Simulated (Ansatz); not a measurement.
# Single-point calculation, with input and output: HfH₂

The run: single-point calculation of HfH₂ (3 atoms in the cell). Method and program: DFT r2SCAN, scalar-relativistic, plane waves, PAW, no spin polarisation (Ansatz 0.2.0).

The structure derives from an entry of the Crystallography Open Database. It belongs to a series of runs on one base structure; here: ratio of the length along z to the lengths across it x 1.05, volume and fractional coordinates fixed. Figures and captions count atoms from 1; the log counts them from 0 in places.

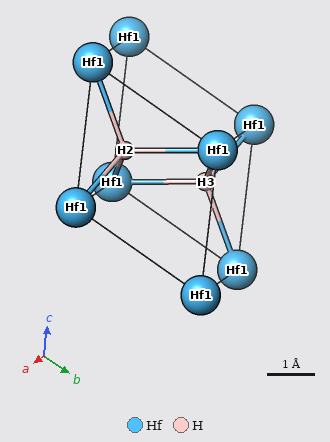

*The structure (ball-and-stick view of the cell of the calculation, seen slightly off an axis; atoms are numbered from 1 in the order of the input). An atom can appear more than once, as a periodic image.*

Near neighbours in the periodic cell (some may lie outside the picture): Hf has 8 H at 2.05 Å; H has 4 Hf at 2.05 Å.

Summary

- outcome: converged
- space group (tolerance 0.01 Å): I4/mmm (139)
- electrons treated: 28
- free energy: −15766.5400 eV
- Fermi energy: 18.438 eV
- gap on the k-point mesh: none (metallic)
- pressure: −2.46 GPa
- largest force (length of the vector): under 0.001 eV/Å
- hardware: 1 thread of Arm Neoverse V2, 24 GiB of memory available, shared host
- wall time: 48 s
- peak memory: 0.68 GiB

Remarks

Spin–orbit coupling is left out, which matters for Hf.

Input
```yaml
crystal:
  lattice:
    - [-1.7109467073, 1.7109467073, 2.2525907188]
    - [1.7109467073, -1.7109467073, 2.2525907188]
    - [1.7109467073, 1.7109467073, -2.2525907188]
  atoms:
    - { symbol: Hf, position: [0.0, 0.0, 0.0] }
    - { symbol: H, position: [0.75, 0.25, 0.5] }
    - { symbol: H, position: [0.25, 0.75, 0.5] }
basis:
  ecutwfc: 500
kpoints:
  mp_grid: { grid: [22, 22, 22] }
hamiltonian:
  xc: r2scan
scf:
  occupations: { method: gaussian, width: 0.15 }
output:
  forces: true
  stress: true
  eigenvalues: true
  write_density: true
  write_potential: true
  elf: true
  volumetric_format: npy
```

Command:
```bash
ansatz run input.yaml --threads 1 --pin off --max-ram 2560MiB --backend cpu --events-out ev --progress --plain --runs-dir out
```

Output
```
Engine: ansatz 0.2.0, aarch64-unknown-linux-gnu
Pseudopotentials: kind: paw
Pseudopotential: Hf, paw, valence charge 26, recommended cutoff 500 eV (meta_gga), Hf.paw.azcp
Pseudopotential: H, paw, valence charge 1, recommended cutoff 500 eV (meta_gga), H.paw.azcp
Functional definition: r2SCAN
  parameter k0 = 0.174
  parameter k1 = 0.065
  parameter a1 = 4.9479
  exchange = r2scan_x(k0 = k0, k1 = k1, a1 = a1)
  correlation = r2scan_c
Crystal: 3 atoms, lattice volume = 26.376 Å³
Basis set: ecut = 500 eV, 661 PW (Γ), exchange–correlation on 100×100×100 points (64 copies of the dense FFT grid, shifted against one another)
Bands: 18, of which v1, the nominal top of the filled ones, is band 14 counted from 1 (13 counted from 0)
Symmetry: 16 space group operations
Space group: I4/mmm (ITA 139), of the structure as read, at distance tolerance 3.0e-5 Å
k-points: 834 of 10648
Non-local potential: Hf, projectors of the file, l = 0: 3, l = 1: 2, l = 2: 2, l = 3: 3
Non-local potential: H, projectors of the file, l = 0: 2, l = 1: 1
PAW form: soft (Blöchl's): semilocal exchange-correlation on the pseudo side does not see the compensation charge
PAW frozen core: Hf, regenerated for the run's functional (the file was generated under x = pbe(κ = 0.804, μ = 0.2195149727645171), c = pbe(β = 0.06672455060314922))
PAW one-centre angular grid: Hf, 974 points (default); XC on 160 Gauss nodes
PAW one-centre angular grid: H, 302 points (default); XC on 160 Gauss nodes
Initial density: superposition of atomic densities (neutral atoms: chi_scale 0, normalization atom), corrected by the library's trained network
Initial wavefunctions: pseudopotential atomic-orbital guess
Functional: x = r2scan, c = r2scan; τ floored in thin density (d = 2e-4 eV/Å³)
SCF iter   1: F=—  HF=-15766.522131 eV  |F-HF|=—  |Δ(HF+E_count)|=         —  Δρ=7.10e-3  dr2=8.21e-3  dr2_τ=3.74e-2  ethr=1.77e-3  ⟨swp⟩=4.3  Hψ=60341  notcnv=0
preconditioner: auto → Kerker (q_TF=auto, 2.756 Å⁻¹)  [metal: Δε(μ)=0.010 eV  Ē_g=19.573 eV  σ=0.150 eV  W_gap=0.04  n_scr=12 (ndim 8)  ℏωp=36.9 eV  f_vac=0.000  D(μ)=0.69/eV (n_scr^D=0)]
SCF iter   2: F=—  HF=-15766.539107 eV  |F-HF|=—  |Δ(HF+E_count)|=   1.70e-2  Δρ=4.05e-3  dr2=2.47e-3  dr2_τ=8.54e-4  ethr=2.93e-5  ⟨swp⟩=2.0  Hψ=36696  notcnv=0
SCF iter   3: F=—  HF=-15766.539105 eV  |F-HF|=—  |Δ(HF+E_count)|=   1.68e-6  Δρ=3.14e-3  dr2=1.46e-3  dr2_τ=9.76e-5  ethr=8.83e-6  ⟨swp⟩=2.2  Hψ=25206  notcnv=0
SCF iter   4: F=—  HF=-15766.539980 eV  |F-HF|=—  |Δ(HF+E_count)|=   8.75e-4  Δρ=1.08e-3  dr2=1.63e-4  dr2_τ=1.24e-5  ethr=5.21e-6  ⟨swp⟩=2.0  Hψ=26737  notcnv=0
SCF iter   5: F=—  HF=-15766.540036 eV  |F-HF|=—  |Δ(HF+E_count)|=   5.62e-5  Δρ=2.95e-4  dr2=1.74e-5  dr2_τ=5.98e-7  ethr=5.81e-7  ⟨swp⟩=2.0  Hψ=18515  notcnv=0
SCF iter   6: F=—  HF=-15766.540041 eV  |F-HF|=—  |Δ(HF+E_count)|=   4.89e-6  Δρ=6.52e-5  dr2=8.80e-7  dr2_τ=6.12e-8  ethr=6.20e-8  ⟨swp⟩=2.0  Hψ=25442  notcnv=0
SCF iter   7: F=-15766.540041 eV  HF=-15766.540041 eV  |F-HF|=8.09e-9  |Δ(HF+E_count)|=   2.08e-7  Δρ=1.42e-5  dr2=5.25e-8  dr2_τ=1.06e-9  ethr=3.57e-10  ⟨swp⟩=6.3  Hψ=104513  notcnv=0
SCF 1 converged in 7 iterations: F = -15766.540041 eV  dr2 = 5.25e-8
  greatest PAW one-centre occupation: 0.998 electrons in one spin orbital (limit 2), on the Hf atom at site 0 (counted from 0), in its partial waves of l = 3
SCF converged after 7 iterations
Free energy (F): -15766.540041 eV
Harris-Foulkes:  -15766.540041 eV  (|F-HF|=8.09e-9)
Internal energy: -15766.532479 eV  (E = F + TS)
E sigma→0 (E₀):  -15766.536260 eV
Entropy (-TS):   -0.007562 eV (-2.521 meV/atom)
Fermi energy:    18.438491 eV
--- Per-component energies (eV) ---
  E_band       = -21.733195
  E_kinetic    = 453.089521
  E_local      = -5357.100481  (includes V_loc(G=0)·N_el)
  E_nonlocal   = -1246.189911
  E_hartree    = 2505.083649
  E_xc         = -302.351375
  E_vxc        = -319.997864  (∫ρ·V_xc dr)
  E_paw        = -6952.094460  (= ΣΔE_a)
  E_vpaw       = 1422.631396  (= ΣTr[D̂ρ^β])
  E_aug_tail   = -0.000912  (compensation charges beyond the density's cutoff)
  E_vtau       = 15.669453  (kinetic-family band-sum trace: ∫τ·v_τ [+ j·A + Jᵃ·Aᵃ] dr)
  E_ewald      = -4867.290032
  E_core_change = 0.321522  (= ΣΔE_core)
  E_smearing   = -0.007562  (= −TS)
  E_closure    = -0.000000  (closes the sum)
  Σ components = -15766.540041   (vs F -15766.540041, Δ=0.00e0)
--- Forces (eV/Å), atoms counted from 1 ---
  atom   1  Hf    -0.00000000     0.00000000     0.00000000
  atom   2  H      0.00000000     0.00000000     0.00000000
  atom   3  H      0.00000000     0.00000000     0.00000000
  max |Σ_I F_I| component: 3.94e-31 eV/Å
--- Stress (GPa, compression-positive) ---
       -1.321274       0.000000      -0.000000
        0.000000      -1.321274      -0.000000
        0.000000       0.000000      -4.733642
  P = ⅓ Tr σ = -2.4587 GPa (-24.587 kbar)
--- Band table (eV; the first three rows and the last of 834) ---
  k-point 0: bands = ["-46.0624", "-13.8820", "-13.8820", "-13.8371", "5.4026", "5.5200", "5.5200", "5.5273", "5.5601", "5.5601", "5.5770", "6.4242", "16.6003", "17.9417", "17.9417", "18.5685", "20.6615", "21.6672"]
  k-point 1: bands = ["-46.0615", "-13.8946", "-13.8848", "-13.8414", "5.4046", "5.5190", "5.5206", "5.5277", "5.5592", "5.5593", "5.5761", "6.5008", "16.0355", "17.9992", "18.5872", "18.6075", "20.5777", "21.6266"]
  k-point 2: bands = ["-46.0589", "-13.9310", "-13.8928", "-13.8540", "5.4106", "5.5168", "5.5223", "5.5289", "5.5565", "5.5572", "5.5735", "6.7272", "15.1654", "18.1712", "18.7253", "19.6978", "20.2640", "21.5879"]
  k-point 833: bands = ["-46.0085", "-14.4027", "-14.1184", "-14.1184", "5.5093", "5.5169", "5.5214", "5.5214", "5.5355", "5.5556", "5.5556", "10.3996", "13.0289", "14.2911", "23.0178", "23.1920", "23.1920", "24.4640"]
```

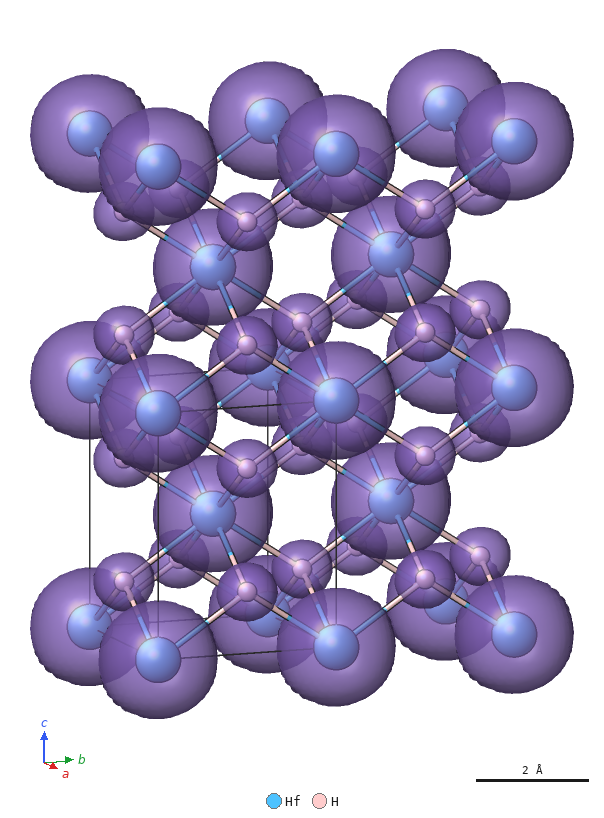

*Isosurface of the valence electron density at 0.5 e/Å³ (purple), seen slightly off an axis. Sticks mark near contacts. The outline is the cell set on symmetry axes.*

At this value the density breaks into separate islands; it holds about 85 % of the electrons treated as valence (semicore included). It is pinched off along the Hf–H (2.05 Å) contacts. On the grid the lowest density along these lines, outside the cores, is 0.35 e/Å³ (Hf–H, 2.05 Å). The fields are those of the smooth PAW valence density.

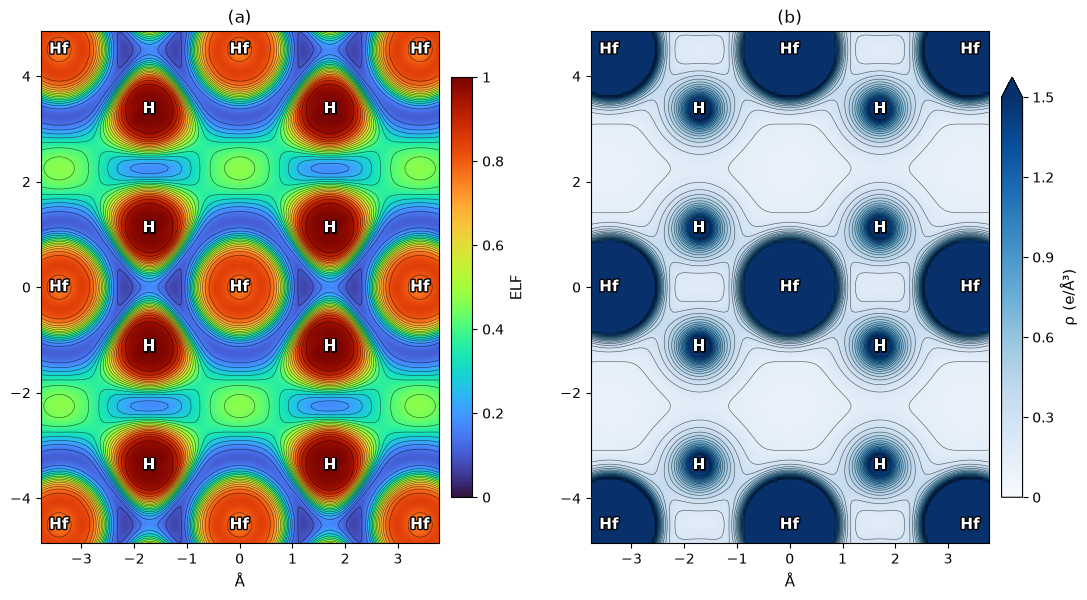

*(a) ELF; (b) valence charge density (pseudo) on the (100) plane of the conventional cell.*

The section cuts through Hf and H sites. Hf–H (2.05 Å): the density is about 0.62 e/Å³ at the midpoint, with its minimum of 0.35 e/Å³ about 1.3 Å from Hf; the ELF climbs to about 1 towards the hydrogen. Away from the nuclei the density in this plane falls to 0.11 e/Å³ at its lowest. The strong features right at Hf lie inside the PAW spheres (semicore, d or f shells) and say nothing about bonding.
